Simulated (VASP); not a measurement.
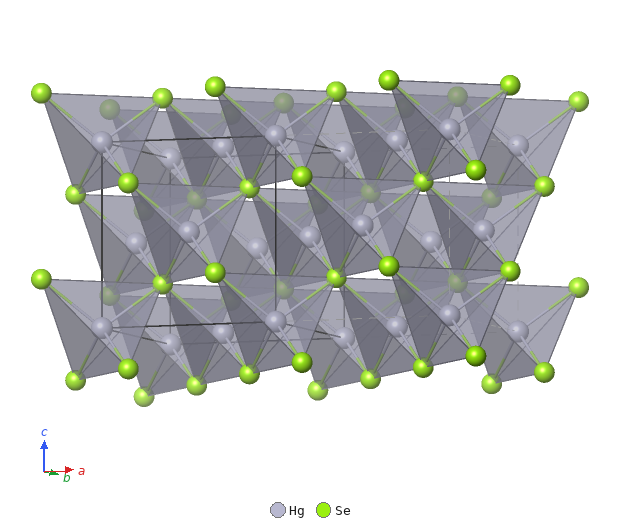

Polyhedra are drawn about Hg (bonds: Hg–Se below 3 Å); other atoms are plain spheres.

The compound is HgSe (space group F-43m, No. 216), taken as coordinates from a relaxation with VASP Kohn-Sham DFT of a periodic cell, PBE with D3(BJ), VASP PAW PBE potentials, recommended in VASP 6.6.1.

Sharing among the drawn polyhedra:

```
site         polyhedron  corner-sharing neighbours  edge-sharing  face-sharing  bond (Å)
  Hg  HgSe4 tetrahedron                         12             0             0      2.68
```

They form a three-dimensional framework of corner-sharing tetrahedra.
